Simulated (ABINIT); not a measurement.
# Run report: SnSe2, rpa calculation (part 3 of 3)

The same run, continued: SnSe2 (P-3m1, 3 atoms in the cell); Kohn-Sham DFT of a periodic cell, PBE, PseudoDojo NC SR PBE v0.4.1 standard, RPA, no spin polarisation (ABINIT 10.8.3); cutoff 1061.24 eV, 4×4×2 k-mesh, fixed occupations. The structure derives from an entry of the Crystallography Open Database.

Geometry of the input (Å; fractional positions):
```
3.8110  0.0000  0.0000
-1.9055  3.3004  0.0000
0.0000  0.0000  6.1360
Sn 0.0000  0.0000  0.0000
Se 0.6667  0.3333  0.7510
Se 0.3333  0.6667  0.2490
```

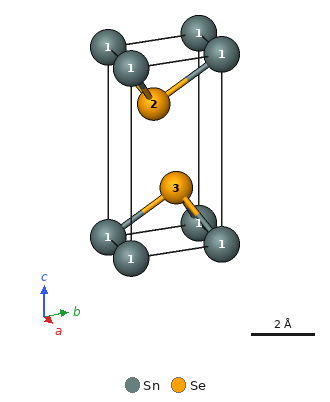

Fig. 1: The structure (ball-and-stick view of the cell of the calculation, seen slightly off an axis; atoms are numbered from 1 in the order of the input).

## Log, continued
```
--------------------------------------------------------------------------------
  q-point number  3        q = ( 0.500000, 0.000000, 0.000000) [r.l.u.]
--------------------------------------------------------------------------------
  Average fulfillment of the sum rule on Im[epsilon] for q-point    3 :     94.08  [%]

--------------------------------------------------------------------------------
  q-point number  4        q = ( 0.250000, 0.250000, 0.000000) [r.l.u.]
--------------------------------------------------------------------------------
  Average fulfillment of the sum rule on Im[epsilon] for q-point    4 :     94.45  [%]

--------------------------------------------------------------------------------
  q-point number  5        q = ( 0.000000, 0.000000, 0.500000) [r.l.u.]
--------------------------------------------------------------------------------
  Average fulfillment of the sum rule on Im[epsilon] for q-point    5 :    103.41  [%]

--------------------------------------------------------------------------------
  q-point number  6        q = ( 0.250000, 0.000000, 0.500000) [r.l.u.]
--------------------------------------------------------------------------------
  Average fulfillment of the sum rule on Im[epsilon] for q-point    6 :     98.30  [%]

--------------------------------------------------------------------------------
  q-point number  7        q = ( 0.500000, 0.000000, 0.500000) [r.l.u.]
--------------------------------------------------------------------------------
  Average fulfillment of the sum rule on Im[epsilon] for q-point    7 :     93.75  [%]

--------------------------------------------------------------------------------
  q-point number  8        q = ( 0.250000, 0.250000, 0.500000) [r.l.u.]
--------------------------------------------------------------------------------
  Average fulfillment of the sum rule on Im[epsilon] for q-point    8 :     94.01  [%]

== END DATASET(S) ==============================================================
================================================================================

 -outvars: echo values of variables after computation  --------
            acell      1.0000000000E+00  1.0000000000E+00  1.0000000000E+00 Bohr
           etotal1    -3.2130822122E+02
           etotal3     0.0000000000E+00
            fcart1     3.4896196708E-28  4.3172846921E-28 -0.0000000000E+00
                       4.9851709583E-29 -4.3172846921E-28 -1.5013319904E-02
                      -3.9881367666E-28 -3.1972025762E-39  1.5013319904E-02
            fcart3     0.0000000000E+00  0.0000000000E+00  0.0000000000E+00
                       0.0000000000E+00  0.0000000000E+00  0.0000000000E+00
                       0.0000000000E+00  0.0000000000E+00  0.0000000000E+00
            rprim      7.2017462609E+00  0.0000000000E+00  0.0000000000E+00
                      -3.6008731305E+00  6.2368952135E+00  0.0000000000E+00
                       0.0000000000E+00  0.0000000000E+00  1.1595359501E+01
           strten1    -1.9541780696E-04 -1.9541780672E-04 -1.9131934832E-04
                       0.0000000000E+00  0.0000000000E+00  1.2312069324E-13
           strten3     0.0000000000E+00  0.0000000000E+00  0.0000000000E+00
                       0.0000000000E+00  0.0000000000E+00  0.0000000000E+00
           xangst      0.0000000000E+00  0.0000000000E+00  0.0000000000E+00
                       1.9054999987E+00  1.1001409372E+00  4.6081359969E+00
                      -1.7639500433E-11  2.2002818744E+00  1.5278639990E+00
             xred      0.0000000000E+00  0.0000000000E+00  0.0000000000E+00
                       6.6666666667E-01  3.3333333333E-01  7.5100000000E-01
                       3.3333333333E-01  6.6666666667E-01  2.4900000000E-01
 Calculation completed.
```

## Summary

| quantity | value |
| --- | --- |
| outcome | converged |
| space group (tolerance 0.01 Å) | P-3m1 (164) |
| electrons treated | 46 |
| gap on the k-point mesh | 0.85 eV |
| wall time | 6.6 min (CPU time 26 min) |
| peak memory | 1.4 GiB |

## Notes

The record of the run, not the program, notes: Slow version without MPI-IO support. Processors send data to master. Points of doubt noted for this run: k mesh coarse for many body; rpa lacks q0 head.
